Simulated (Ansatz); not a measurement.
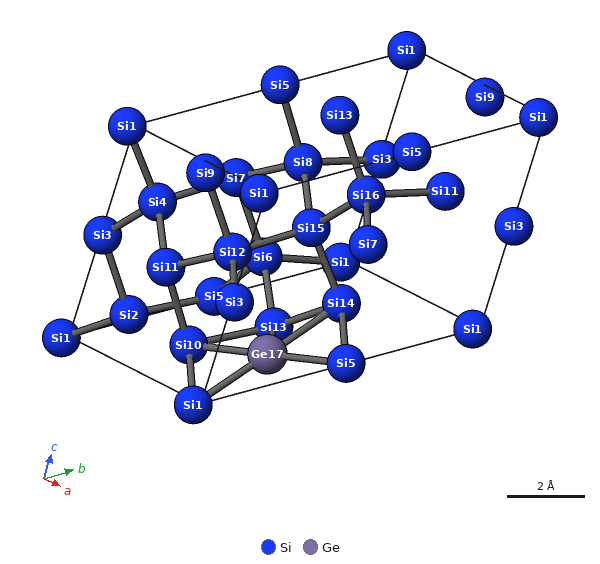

**Figure 1.** The starting structure (ball-and-stick view of the cell of the calculation, seen slightly off an axis; atoms are numbered from 1 in the order of the input). Near neighbours in the crystal (not all of them lie inside the picture): Si has 1 Ge at 2.44 to 2.45 Å and 4 Si at 2.32 to 2.51 Å; Si has 4 Si at 2.32 to 2.38 Å; Ge has 6 Si at 2.44 to 2.45 Å.

**Nudged elastic band, with input and output: GeSi16 (charge +12) (part 1 of 2)**

The run: nudged elastic band of GeSi16 (defect cell, 17 atoms in the cell, total charge +12). Method and program: DFT PBE, scalar-relativistic, plane waves, PAW, PAW set soft_1 (Ansatz 0.2.0).

The run did not end well. One setting was made poor on purpose. It belongs to a series of runs on one base structure; here: an input spoilt on purpose. Figures and captions count atoms from 1; the log counts them from 0 in places.

### The input
```yaml
crystal:
  lattice:
    - [0.0, 5.43, 5.43]
    - [5.43, 0.0, 5.43]
    - [5.43, 5.43, 0.0]
  atoms:
    - { symbol: Si, position: [0.01152354, -0.03482441, 0.01029742] }
    - { symbol: Si, position: [0.1587786, 0.11307446, 0.11435138] }
    - { symbol: Si, position: [0.01772025, -0.00236456, 0.48622312] }
    - { symbol: Si, position: [0.12680763, 0.10666773, 0.63834341] }
    - { symbol: Si, position: [0.0114999, 0.51200242, 0.01039609] }
    - { symbol: Si, position: [0.10146741, 0.60183322, 0.1940354] }
    - { symbol: Si, position: [-0.02506124, 0.47532756, 0.57380428] }
    - { symbol: Si, position: [0.12686302, 0.62741596, 0.63846059] }
    - { symbol: Si, position: [0.52233254, 0.02291955, -0.06871264] }
    - { symbol: Si, position: [0.61228791, 0.11299529, 0.1146146] }
    - { symbol: Si, position: [0.49712451, -0.00229001, 0.48652511] }
    - { symbol: Si, position: [0.64894457, 0.14936375, 0.55177632] }
    - { symbol: Si, position: [0.46471404, 0.51205981, 0.01015565] }
    - { symbol: Si, position: [0.61237465, 0.65942822, 0.11442337] }
    - { symbol: Si, position: [0.49709584, 0.51813494, 0.48630696] }
    - { symbol: Si, position: [0.6063156, 0.62733932, 0.63818081] }
    - { symbol: Ge, position: [0.81203095, 0.31269915, 0.06161414] }
total_charge: 12
basis:
  ecutwfc: 420.0
kpoints:
  mp_grid: { grid: [2, 2, 2] }
hamiltonian:
  xc: pbe
  pseudopotentials: { kind: paw, azcp: { folder: soft_1 } }
scf:
  occupations: { method: gaussian, width: 0.05 }
  lower_state_search: "off"
  max_iter: 68
neb:
  images: 3
  f_tol: 0.05
  max_iterations: 8
  order_check: false
  final_atoms:
    - { symbol: Si, position: [-0.01447343, -0.00179821, -0.00148072] }
    - { symbol: Si, position: [0.05302989, 0.14884402, 0.14931644] }
    - { symbol: Si, position: [-0.01444008, -0.00189085, 0.5182442] }
    - { symbol: Si, position: [0.13739229, 0.10671012, 0.62816164] }
    - { symbol: Si, position: [-0.0144711, 0.51778589, -0.00148736] }
    - { symbol: Si, position: [0.13735854, 0.62782916, 0.10701203] }
    - { symbol: Si, position: [0.07450339, 0.47507327, 0.47537066] }
    - { symbol: Si, position: [0.13739461, 0.62775953, 0.62815649] }
    - { symbol: Si, position: [0.43211172, 0.02258889, 0.02271962] }
    - { symbol: Si, position: [0.61372419, 0.11376758, 0.11376204] }
    - { symbol: Si, position: [0.50948839, -0.03514808, 0.51282027] }
    - { symbol: Si, position: [0.61376196, 0.11366613, 0.65890493] }
    - { symbol: Si, position: [0.50947332, 0.5127475, -0.03496927] }
    - { symbol: Si, position: [0.61372678, 0.65875688, 0.11375487] }
    - { symbol: Si, position: [0.50948939, 0.51284479, 0.51282638] }
    - { symbol: Si, position: [0.69453221, 0.60177252, 0.60193446] }
    - { symbol: Ge, position: [0.55675815, 0.31431947, 0.31462454] }
```

Launch command:
```bash
ansatz run input.yaml --threads 1 --pin off --max-ram 3072MiB --backend cpu --events-out ev --progress --plain --runs-dir out
```

### Log
```
Warning: neb: disabling space-group detection — the band's intermediate images generally break the endpoint symmetry, so no spatial operation reduces the k-mesh or symmetrises the density, except that a semilocal band can use its path's symmetry ahead of convergence; time reversal is kept, so that k and −k are solved as one point where they differ and the mesh holds both, and exact exchange and, on two spinor components, a DFT+U term hold to it where the run has them: on two components no moment then forms, and a state that bears one, which a typed moment (crystal.atoms[].spin; refused beside efield: under a hybrid functional) reaches, can lie lower, under hf by electronvolts; crystal.symmetry.detect: false (a key that needs symmetry detection or time reversal refuses this as the deck is read) with time_reversal: false beside it drops time reversal too
Engine: ansatz 0.2.0, x86_64-unknown-linux-gnu
Pseudopotentials: kind: paw
Pseudopotential: Si, paw, valence charge 4, recommended cutoff 420 eV (normal), [file]
Pseudopotential: Ge, paw, valence charge 14, recommended cutoff 420 eV (normal), [file]
Functional definition: PBE
  parameter kappa = 0.804
  parameter beta = 0.06672455060314922
  exchange = pbe_x(kappa = kappa, mu = beta*pi^2/3)
  correlation = pbe_c(beta = beta)
NEB image 0
Crystal: 17 atoms, lattice volume = 320.206 Å³
Basis set: ecut = 420 eV, 6231 PW (Γ), exchange–correlation on 108×108×108 points (8 copies of the dense FFT grid, shifted against one another)
Bands: 50, of which v1, the nominal top of the filled ones, is band 33 counted from 1 (32 counted from 0)
Symmetry: 1 space group operations
k-points: 8
Non-local potential: Si, projectors of the file, l = 0: 2, l = 1: 2, l = 2: 1
Non-local potential: Ge, projectors of the file, l = 0: 2, l = 1: 2, l = 2: 3, l = 3: 1
PAW form: soft (Blöchl's): semilocal exchange-correlation on the pseudo side does not see the compensation charge
PAW one-centre angular grid: Si, 110 points (default); XC on 64 Gauss nodes
PAW one-centre angular grid: Ge, 590 points (default); XC on 64 Gauss nodes
Initial density: superposition of atomic densities (chi_scale 0.1, normalization cell, long waves kept (reshape's long-wave potential 0.02 eV rms))
Initial wavefunctions: pseudopotential atomic-orbital guess
Functional: x = pbe(κ = 0.804, μ = 0.2195149727645171), c = pbe(β = 0.06672455060314922)
SCF iter   1: F=—  HF=-14625.284514 eV  |F-HF|=—  |Δ(HF+E_count)|=         —  Δρ=2.13e-1  dr2=4.28e2  ethr=3.10e-3  ⟨swp⟩=7.8  Hψ=2297  notcnv=0  defer=7
preconditioner: auto → Resta (q_TF=auto, 2.097 Å⁻¹)  ε∞=5.3  [insulator: Δε(μ)=0.069 eV  Ē_g=7.365 eV  σ=0.050 eV  W_gap=0.64  n_scr=58 (ndim 8)  ℏωp=15.2 eV  f_vac=0.000  D(μ)=5.84/eV (n_scr^D=26)  ε∞_Penn≈5.3]
SCF iter   2: F=—  HF=-14542.367246 eV  |F-HF|=—  |Δ(HF+E_count)|=    8.29e1  Δρ=5.64e-2  dr2=1.05e1  ethr=3.10e-3  ⟨swp⟩=6.8  Hψ=1224  notcnv=0  defer=91
SCF iter   3: F=—  HF=-14538.490682 eV  |F-HF|=—  |Δ(HF+E_count)|=    3.88e0  Δρ=3.15e-2  dr2=3.07e0  ethr=3.10e-3  ⟨swp⟩=3.2  Hψ=948  notcnv=0  defer=91
SCF iter   4: F=—  HF=-14538.202374 eV  |F-HF|=—  |Δ(HF+E_count)|=   2.88e-1  Δρ=8.50e-3  dr2=3.70e-1  ethr=3.10e-3  ⟨swp⟩=3.5  Hψ=664  notcnv=0  defer=91
SCF iter   5: F=—  HF=-14538.335218 eV  |F-HF|=—  |Δ(HF+E_count)|=   1.33e-1  Δρ=3.10e-3  dr2=2.96e-2  ethr=5.61e-4  ⟨swp⟩=3.5  Hψ=653  notcnv=0  defer=91
SCF iter   6: F=—  HF=-14538.347722 eV  |F-HF|=—  |Δ(HF+E_count)|=   1.25e-2  Δρ=5.80e-4  dr2=1.91e-3  ethr=4.49e-5  ⟨swp⟩=3.1  Hψ=723  notcnv=0  defer=91
SCF iter   7: F=—  HF=-14538.349454 eV  |F-HF|=—  |Δ(HF+E_count)|=   1.73e-3  Δρ=1.98e-4  dr2=1.38e-4  ethr=2.89e-6  ⟨swp⟩=2.0  Hψ=568  notcnv=0  defer=91
SCF iter   8: F=—  HF=-14538.349758 eV  |F-HF|=—  |Δ(HF+E_count)|=   3.05e-4  Δρ=3.68e-5  dr2=4.05e-6  ethr=2.10e-7  ⟨swp⟩=2.1  Hψ=574  notcnv=0  defer=91
SCF iter   9: F=—  HF=-14538.349747 eV  |F-HF|=—  |Δ(HF+E_count)|=   1.11e-5  Δρ=6.80e-6  dr2=3.08e-7  ethr=6.13e-9  ⟨swp⟩=3.0  Hψ=598  notcnv=0  defer=91
SCF iter  10: F=-14538.349747 eV  HF=-14538.349747 eV  |F-HF|=7.12e-9  |Δ(HF+E_count)|=   1.84e-7  Δρ=1.25e-6  dr2=8.02e-9  ethr=1.52e-10  ⟨swp⟩=7.2  Hψ=1479  notcnv=0
SCF 1 converged in 10 iterations: F = -14538.349747 eV  dr2 = 8.02e-9
  greatest PAW one-centre occupation: 0.998 electrons in one spin orbital (limit 2), on the Ge atom at site 16 (counted from 0), in its partial waves of l = 2
NSCF: frozen V_eff on 8 k-points
NEB image 4
SCF iter   1: F=—  HF=-14624.497333 eV  |F-HF|=—  |Δ(HF+E_count)|=         —  Δρ=2.12e-1  dr2=4.28e2  ethr=3.10e-3  ⟨swp⟩=7.8  Hψ=2336  notcnv=0  defer=7
preconditioner: auto → Resta (q_TF=auto, 2.097 Å⁻¹)  ε∞=5.3  [insulator: Δε(μ)=0.065 eV  Ē_g=7.364 eV  σ=0.050 eV  W_gap=0.61  n_scr=58 (ndim 8)  ℏωp=15.2 eV  f_vac=0.000  D(μ)=6.17/eV (n_scr^D=26)  ε∞_Penn≈5.3]
SCF iter   2: F=—  HF=-14542.361007 eV  |F-HF|=—  |Δ(HF+E_count)|=    8.21e1  Δρ=5.65e-2  dr2=1.06e1  ethr=3.10e-3  ⟨swp⟩=6.9  Hψ=1170  notcnv=0  defer=91
SCF iter   3: F=—  HF=-14538.492867 eV  |F-HF|=—  |Δ(HF+E_count)|=    3.87e0  Δρ=3.15e-2  dr2=3.08e0  ethr=3.10e-3  ⟨swp⟩=3.2  Hψ=948  notcnv=0  defer=91
SCF iter   4: F=—  HF=-14538.200279 eV  |F-HF|=—  |Δ(HF+E_count)|=   2.93e-1  Δρ=8.46e-3  dr2=3.68e-1  ethr=3.10e-3  ⟨swp⟩=3.6  Hψ=666  notcnv=0  defer=91
SCF iter   5: F=—  HF=-14538.332395 eV  |F-HF|=—  |Δ(HF+E_count)|=   1.32e-1  Δρ=3.09e-3  dr2=2.96e-2  ethr=5.57e-4  ⟨swp⟩=3.9  Hψ=676  notcnv=0  defer=91
SCF iter   6: F=—  HF=-14538.344956 eV  |F-HF|=—  |Δ(HF+E_count)|=   1.26e-2  Δρ=5.78e-4  dr2=1.93e-3  ethr=4.49e-5  ⟨swp⟩=3.1  Hψ=726  notcnv=0  defer=91
SCF iter   7: F=—  HF=-14538.346700 eV  |F-HF|=—  |Δ(HF+E_count)|=   1.74e-3  Δρ=1.99e-4  dr2=1.40e-4  ethr=2.92e-6  ⟨swp⟩=2.0  Hψ=568  notcnv=0  defer=91
SCF iter   8: F=—  HF=-14538.347010 eV  |F-HF|=—  |Δ(HF+E_count)|=   3.10e-4  Δρ=3.74e-5  dr2=4.24e-6  ethr=2.11e-7  ⟨swp⟩=2.1  Hψ=574  notcnv=0  defer=91
SCF iter   9: F=—  HF=-14538.347009 eV  |F-HF|=—  |Δ(HF+E_count)|=   6.55e-7  Δρ=7.00e-6  dr2=3.31e-7  ethr=6.42e-9  ⟨swp⟩=3.0  Hψ=598  notcnv=0  defer=91
SCF iter  10: F=-14538.347010 eV  HF=-14538.347010 eV  |F-HF|=6.15e-9  |Δ(HF+E_count)|=   1.83e-7  Δρ=1.28e-6  dr2=8.84e-9  ethr=1.52e-10  ⟨swp⟩=6.9  Hψ=1475  notcnv=0
SCF 2 converged in 10 iterations: F = -14538.347010 eV  dr2 = 8.84e-9
NSCF: frozen V_eff on 8 k-points
WARN: NEB end point (image 0): max|allowed force component| = 7.899e-1 eV/Å (the criterion of neb.relax_end_points is 1.000e-2). That is over neb.f_tol: it is no minimum, so the barrier can be far off. Relax it first
WARN: NEB end point (image 4): max|allowed force component| = 8.017e-1 eV/Å (the criterion of neb.relax_end_points is 1.000e-2). That is over neb.f_tol: it is no minimum, so the barrier can be far off. Relax it first
NEB image 1
SCF iter   1: F=—  HF=-14626.488613 eV  |F-HF|=—  |Δ(HF+E_count)|=         —  Δρ=2.16e-1  dr2=4.48e2  ethr=3.10e-3  ⟨swp⟩=9.9  Hψ=2612  notcnv=0  defer=12
preconditioner: auto → Resta (q_TF=auto, 2.097 Å⁻¹)  ε∞=5.2  [insulator: Δε(μ)=0.089 eV  Ē_g=7.432 eV  σ=0.050 eV  W_gap=0.65  n_scr=58 (ndim 8)  ℏωp=15.2 eV  f_vac=0.000  D(μ)=10.74/eV (n_scr^D=64)  ε∞_Penn≈5.2]
SCF iter   2: F=—  HF=-14541.635319 eV  |F-HF|=—  |Δ(HF+E_count)|=    8.49e1  Δρ=5.65e-2  dr2=1.14e1  ethr=3.10e-3  ⟨swp⟩=7.0  Hψ=1187  notcnv=0  defer=93
SCF iter   3: F=—  HF=-14537.787122 eV  |F-HF|=—  |Δ(HF+E_count)|=    3.85e0  Δρ=3.13e-2  dr2=3.02e0  ethr=3.10e-3  ⟨swp⟩=7.2  Hψ=1183  notcnv=0  defer=77
[...]
NEB image 2
preconditioner: auto → Kerker (q_TF=auto, 2.097 Å⁻¹)  [metal: Δε(μ)=0.026 eV  Ē_g=7.059 eV  σ=0.050 eV  W_gap=0.29  n_scr=58 (ndim 8)  ℏωp=15.0 eV  f_vac=0.000  D(μ)=20.07/eV (n_scr^D=180)]
NEB image 3
preconditioner: auto → Kerker (q_TF=auto, 2.097 Å⁻¹)  [metal: Δε(μ)=0.029 eV  Ē_g=7.430 eV  σ=0.050 eV  W_gap=0.30  n_scr=58 (ndim 8)  ℏωp=15.2 eV  f_vac=0.000  D(μ)=9.41/eV (n_scr^D=58)]
NEB iter   1: max|band force component| = 5.502e0 eV/Å  barrier→ = 1.0914 eV  barrier← = 1.0886 eV  Δτ_max = 0.1462 Å  (53 SCF iters)
NEB image 1
Initial density: handed on by an earlier stage of this run
Initial wavefunctions: those handed on with the density
preconditioner: auto → Kerker (q_TF=auto, 2.097 Å⁻¹)  [metal: Δε(μ)=0.075 eV  Ē_g=7.310 eV  σ=0.050 eV  W_gap=0.49  n_scr=58 (ndim 8)  ℏωp=15.5 eV  f_vac=0.000  D(μ)=7.14/eV (n_scr^D=58)]
preconditioner: auto → Resta (q_TF=auto, 2.097 Å⁻¹)  ε∞=5.5  [insulator: Δε(μ)=0.097 eV  Ē_g=7.308 eV  σ=0.050 eV  W_gap=0.64  n_scr=58 (ndim 8)  ℏωp=15.5 eV  f_vac=0.000  D(μ)=8.71/eV (n_scr^D=58)  ε∞_Penn≈5.5]
NEB image 2
preconditioner: auto → Kerker (q_TF=auto, 2.097 Å⁻¹)  [metal: Δε(μ)=0.041 eV  Ē_g=7.329 eV  σ=0.050 eV  W_gap=0.44  n_scr=58 (ndim 8)  ℏωp=15.5 eV  f_vac=0.000  D(μ)=6.46/eV (n_scr^D=26)]
NEB image 3
preconditioner: auto → Kerker (q_TF=auto, 2.097 Å⁻¹)  [metal: Δε(μ)=0.068 eV  Ē_g=7.305 eV  σ=0.050 eV  W_gap=0.48  n_scr=58 (ndim 8)  ℏωp=15.5 eV  f_vac=0.000  D(μ)=6.96/eV (n_scr^D=50)]
preconditioner: auto → Resta (q_TF=auto, 2.097 Å⁻¹)  ε∞=5.5  [insulator: Δε(μ)=0.100 eV  Ē_g=7.308 eV  σ=0.050 eV  W_gap=0.65  n_scr=58 (ndim 8)  ℏωp=15.5 eV  f_vac=0.000  D(μ)=8.60/eV (n_scr^D=58)  ε∞_Penn≈5.5]
NEB iter   2: max|band force component| = 2.090e0 eV/Å  barrier→ = 0.0948 eV  barrier← = 0.0920 eV  Δτ_max = 0.1895 Å  (28 SCF iters)
NEB image 1
preconditioner: auto → Kerker (q_TF=auto, 2.097 Å⁻¹)  [metal: Δε(μ)=0.021 eV  Ē_g=7.258 eV  σ=0.050 eV  W_gap=0.23  n_scr=58 (ndim 8)  ℏωp=15.5 eV  f_vac=0.000  D(μ)=9.99/eV (n_scr^D=64)]
NEB image 2
preconditioner: auto → Kerker (q_TF=auto, 2.097 Å⁻¹)  [metal: Δε(μ)=0.028 eV  Ē_g=7.281 eV  σ=0.050 eV  W_gap=0.30  n_scr=58 (ndim 8)  ℏωp=15.5 eV  f_vac=0.000  D(μ)=6.76/eV (n_scr^D=50)]
NEB image 3
preconditioner: auto → Kerker (q_TF=auto, 2.097 Å⁻¹)  [metal: Δε(μ)=0.025 eV  Ē_g=7.260 eV  σ=0.050 eV  W_gap=0.27  n_scr=58 (ndim 8)  ℏωp=15.5 eV  f_vac=0.000  D(μ)=9.34/eV (n_scr^D=58)]
[...]
SCF iter   9: F=—  HF=-14538.835635 eV  |F-HF|=—  |Δ(HF+E_count)|=   1.88e-6  Δρ=1.17e-5  dr2=1.00e-6  ethr=1.05e-8  ⟨swp⟩=2.0  Hψ=577  notcnv=0  defer=88
SCF iter  10: F=—  HF=-14538.835635 eV  |F-HF|=—  |Δ(HF+E_count)|=   5.07e-7  Δρ=4.07e-6  dr2=1.20e-7  ethr=1.52e-9  ⟨swp⟩=2.6  Hψ=523  notcnv=0  defer=88
SCF iter  11: F=-14538.835635 eV  HF=-14538.835635 eV  |F-HF|=1.83e-9  |Δ(HF+E_count)|=   6.11e-8  Δρ=1.36e-6  dr2=1.41e-8  ethr=1.52e-10  ⟨swp⟩=4.0  Hψ=1189  notcnv=0
SCF 11 converged in 11 iterations: F = -14538.835635 eV  dr2 = 1.41e-8
NEB iter   3: max|band force component| = 6.372e-1 eV/Å  barrier→ = 0.0027 eV  barrier← = 0.0000 eV  Δτ_max = 0.1834 Å  (31 SCF iters)
NEB image 1
iter 1 solved again at ethr=1.61e-3 eV; its pass at ethr=3.10e-3 eV (dr2=1.06e0 eV) is discarded
SCF iter   1: F=—  HF=-14539.396285 eV  |F-HF|=—  |Δ(HF+E_count)|=         —  Δρ=1.93e-2  dr2=1.08e0  ethr=1.61e-3  ⟨swp⟩=3.4  Hψ=2105  notcnv=0
```
